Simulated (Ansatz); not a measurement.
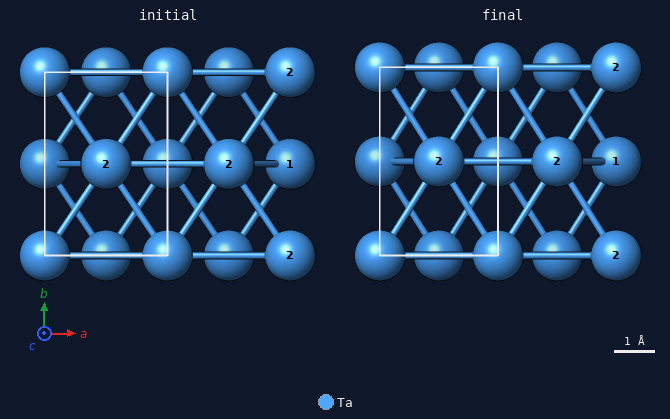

The structure of a crystal of Ta (built on the alpha-gallium_64 type) (coarse preliminary run) before (left) and after (right) a relaxation, at one scale.

A ball-and-stick model of the conventional cell (4 times the calculation's cell), repeated 2 × 1 × 1 with one cell outlined, seen along the c axis. Lengths and directions refer to the drawn axes.

Case: alpha-gallium type (Cmce, No. 64).

Computed with DFT PBEsol, scalar-relativistic, plane waves, PAW (Ansatz).

Input file:
```yaml
crystal:
  lattice:
    - [0.0, 2.3466304297, 4.9915287756]
    - [1.5707298968, 0.0, 4.9915287756]
    - [1.5707298968, 2.3466304297, 0.0]
  atoms:
    - { symbol: Ta, position: [0.1353615392, 0.1353615392, 0.8646384608] }
    - { symbol: Ta, position: [0.8646384608, 0.8646384608, 0.1353615392] }
basis:
  ecutwfc: 420
kpoints:
  mp_grid: { grid: [6, 6, 6] }
hamiltonian:
  xc: pbesol
scf:
  occupations: { method: gaussian, width: 0.1 }
  lower_state_search: "off"
output:
  forces: true
  stress: true
  eigenvalues: true
relax:
  adjacent_minimum: "off"
  f_tol: 0.04
  max_steps: 70
  cell: { stress_tol: 0.4 }
```

Question: What changed between the two?

Answer: The energy falls by 15.4 meV per cell of the calculation in 4 accepted moves (5 points after the start). Largest force component: 0.13 eV/Å at the start, 0.017 eV/Å at the end. The pressure goes from 0.47 to −0.09 GPa. The SCF was repeated once at an unchanged geometry on a basis and grid sized afresh for the cell, which shifted the energy by 0.2 meV per cell of the calculation at most. The largest moves relative to the cell, 0.012 Å, are those of Ta1 and Ta2. Ta2 goes along +c. Cell: a 3.141 → 3.026 Å (−3.7 %), b 4.693 → 4.815 Å (+2.6 %), c 9.983 → 10.137 Å (+1.5 %). Volume +0.3 %. Near-neighbour distances that change, for instance: Ta1–Ta1 3.141 → 3.026 Å, Ta1–Ta2 3.278 → 3.363 Å, Ta1–Ta1 (another image) 2.824 → 2.843 Å, Ta1–Ta2 (another image) 2.776 → 2.794 Å. The space group stays Fmmm (No. 69). The run took roughly 11 core-seconds on a shared host.

Limits of the set-up: the k-point mesh is coarse for a cell with partly filled bands.
